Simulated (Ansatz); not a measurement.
Input

```
crystal:
  lattice:
    - [-2.1692571917, 2.3893885027, 1.277572195]
    - [2.1692571917, -2.3893885027, 1.277572195]
    - [2.1692571917, 2.3893885027, -1.277572195]
  atoms:
    - { symbol: Si, position: [0.7499466497, -5.33503e-05, 0.75] }
    - { symbol: Si, position: [0.2500533503, 1.0000533503, 0.25] }
basis:
  ecutwfc: 420
kpoints:
  mp_grid: { grid: [18, 18, 18] }
hamiltonian:
  xc: pbesol
scf:
  occupations: { method: fermi_dirac, width: 0.1 }
output:
  forces: true
  stress: true
  eigenvalues: true
  write_density: true
  write_potential: true
  elf: true
  volumetric_format: npy
relax:
  adjacent_minimum: "off"
  f_tol: 0.002
  max_steps: 60
  cell: { stress_tol: 0.02, p_target: 15.8 }
```

Launched as:

```sh
ansatz run input.yaml --threads 1 --pin off --max-ram 2560MiB --backend cpu --events-out ev --progress --plain --runs-dir out
```

The fields are those of the relaxed geometry.

Space group Cmmm; computed pressure about 16 GPa in this cell.

These are results of DFT PBEsol, scalar-relativistic, plane waves, PAW in Ansatz 0.2.0, not measurements.

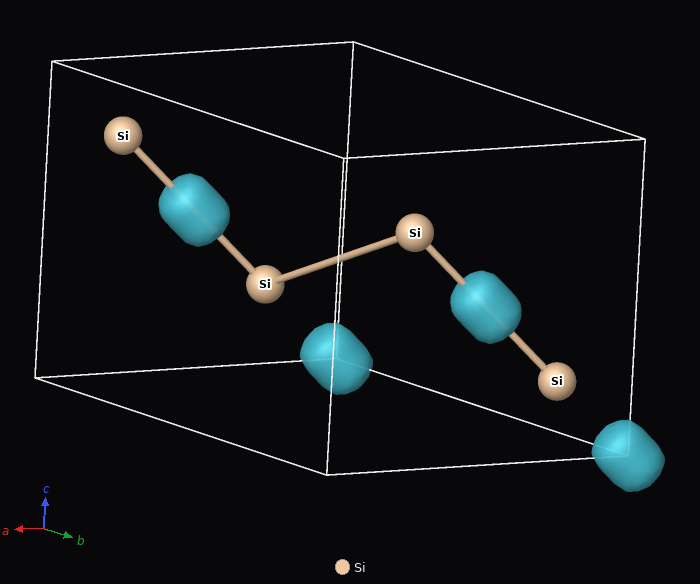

Si. Isosurface of the electron localisation function at 0.85 (cyan), seen at an oblique angle. Only the valence region is drawn (cores and ρ < 0.01 e/Å³ removed). Sticks mark near contacts.

Core electrons are frozen (PAW), and the valence fields are smoothed inside the atomic spheres.

### What do the ELF domains correspond to?

The surface consists of two regions between bonded Si–Si atoms, counted in one cell of 2 atoms. Regions shared between cells count once. Along the contacts the grid gives the following. Si–Si (2.39 Å): the ELF peaks at about 0.90 between the atoms. Si–Si (2.52 Å): the ELF peaks at about 0.70 between the atoms.
